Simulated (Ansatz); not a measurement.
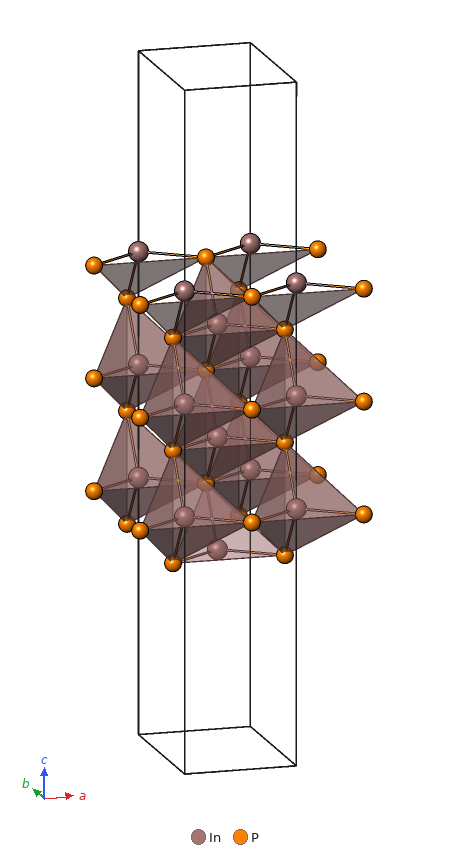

This polyhedral model is shown from the side at a slight tilt. One simulation cell is framed, with atoms on its boundary repeated. Some atoms of the next cells are drawn as well.

InP, a = 4.21 Å, b = 5.96 Å, c = 25.54 Å, α = 90.00°, β = 90.00°, γ = 90.00°.

The numbers come from DFT PBE, scalar-relativistic, plane waves, PAW (Ansatz), using an energy cutoff of 420 eV, k-point mesh 8×6×1, Gaussian smearing of 0.05 eV, no spin polarisation.

**Classify it as metallic or gapped, with the value.**

A semiconductor at this level, with a gap of 0.42 eV on the k-mesh (the true edges may lie between mesh points, so the gap can be somewhat smaller).

Its origin is a structure listed in the Materials Project, from which a slab was cut. Earlier steps of the study may have refined or changed the cell and positions. Ansatz was used for an electronic-structure calculation on it.

At this level of theory the cell isn't at rest (forces up to 1.1 eV/Å), so its distances can differ from those at equilibrium, the more so the softer the solid.
